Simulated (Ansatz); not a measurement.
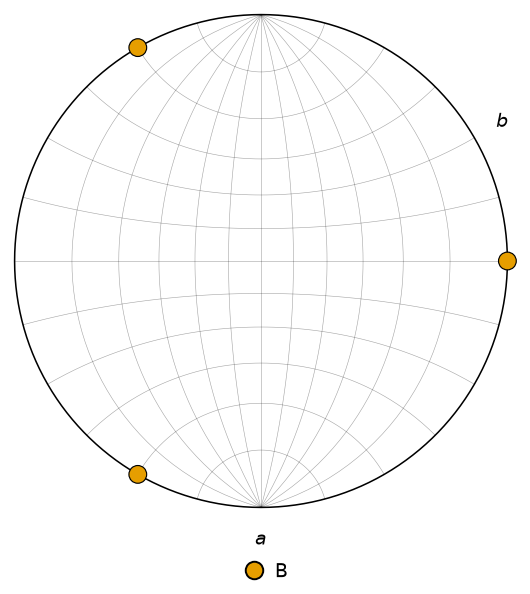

Directions from one nitrogen atom at (1/3, 2/3, 3/4) to its bonded neighbours, in stereographic projection down c (filled: above the plane of the page or in it, open: below). Crystal: BN, coordinates from a relaxation at fixed volume with DFT PBE+D3(BJ), scalar-relativistic, plane waves, PAW (Ansatz 0.2.0). Symmetry computed with spglib at a tolerance of 0.002 Å; standard conventional cell.

Neighbours are counted up to 1.80 Å for B.

```yaml
crystal:
  lattice:
    - [2.50116, 0.00000, 0.00000]
    - [-1.25058, 2.16607, 0.00000]
    - [0.00000, 0.00000, 6.24348]
  atoms:
    - { symbol: B, position: [0.33333, 0.66667, 0.25000] }
    - { symbol: B, position: [0.66667, 0.33333, 0.75000] }
    - { symbol: N, position: [0.33333, 0.66667, 0.75000] }
    - { symbol: N, position: [0.66667, 0.33333, 0.25000] }
```

**How many neighbours are there, and at what angles?**

3: 3 B at 1.44 Å. Angles between bonds: 120° (3×).

**What is the site's symmetry in the crystal?**

Point group -6m2 (D3h), order 12: one −6 axis, three twofold axes, four mirror planes. In No. 194, P6_3/mmc this is Wyckoff position 2d.
